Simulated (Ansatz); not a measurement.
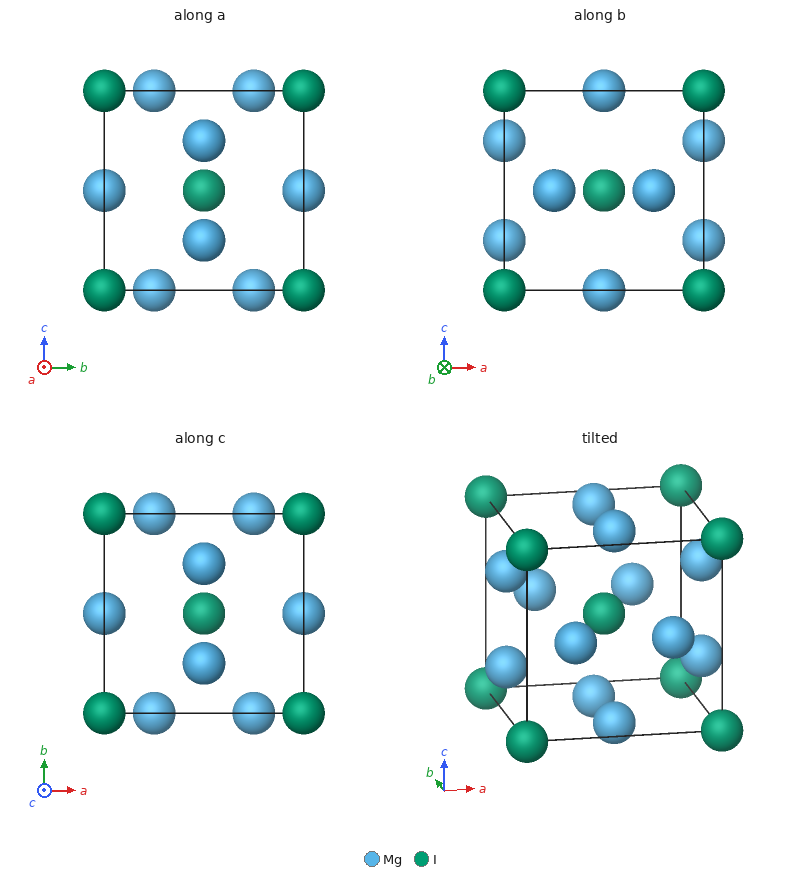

View along the a axis, along the b axis, along the c axis and slightly off an axis, drawn as a spheres-only model. One conventional unit cell is framed, with atoms on its boundary repeated.

Lattice parameters: a = 6.126 Å, b = 6.126 Å, c = 6.126 Å, α = 90.00°, β = 90.00°, γ = 90.00°.

**Transcribe the picture into a table of Wyckoff sites.**

Space group Pm-3n (No. 223).
```csv
atom,site,x,y,z
Mg,6c,0.0000,0.5000,0.2500
I,2a,0.0000,0.0000,0.0000
```

Source of the structure: a structure type filled with these elements by a generator (whether the compound takes this form wasn't checked). The structure drawn was relaxed with Ansatz, DFT PBE, scalar-relativistic, plane waves, PAW.
